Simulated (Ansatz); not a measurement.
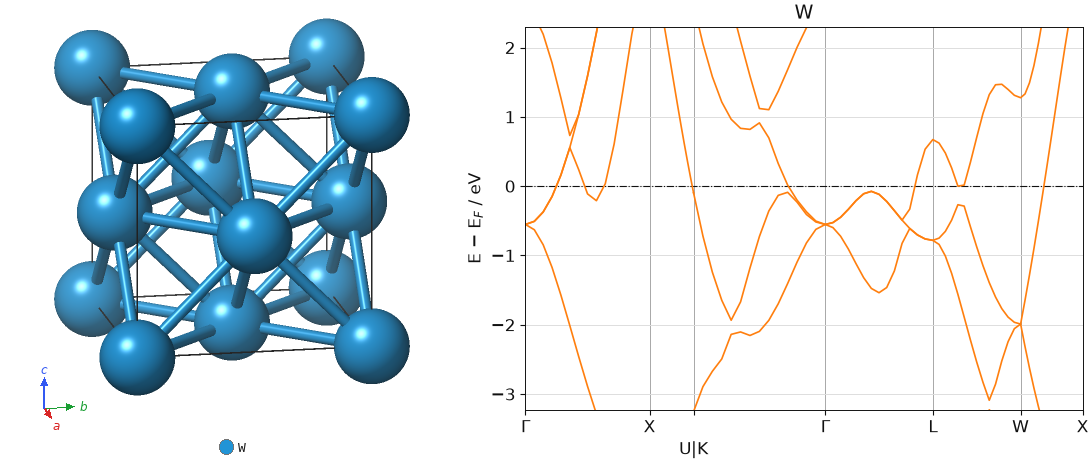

Band structure, beside the structure. Energies are counted from the Fermi level.

This input was run:

```
crystal:
  lattice:
    - [0.0, 2.0185031151, 2.0185031151]
    - [2.0185031151, 0.0, 2.0185031151]
    - [2.0185031151, 2.0185031151, 0.0]
  atoms:
    - { symbol: W, position: [0.0, 0.0, 0.0] }
basis:
  ecutwfc: 420
kpoints:
  mp_grid: { grid: [18, 18, 18] }
  band_path:
    path:
      - [[0.0, 0.0, 0.0], [0.5, 0.0, 0.5], [0.625, 0.25, 0.625]]
      - [[0.375, 0.375, 0.75], [0.0, 0.0, 0.0], [0.5, 0.5, 0.5], [0.5, 0.25, 0.75], [0.5, 0.0, 0.5]]
    npoints: 14
hamiltonian:
  xc: pbesol
scf:
  occupations: { method: gaussian, width: 0.1 }
  n_extra_bands: 6
output:
  forces: true
  stress: true
  eigenvalues: true
  populations: true
  dos: { projected: true, de: 0.02, nscf_kmesh: { grid: [27, 27, 27] } }
  bader: true
  write_density: true
  write_potential: true
  elf: true
  volumetric_format: npy
```

Launched with:
```bash
ansatz run input.yaml --threads 1 --pin off --max-ram 2560MiB --backend cpu --events-out ev --progress --plain --runs-dir out
```

Q: Is there a gap at the Fermi level?

A: A metal: 2 bands cross the Fermi level along this path.

The cell is at −8 GPa in this functional. Spin-orbit coupling is left out, which matters for W.
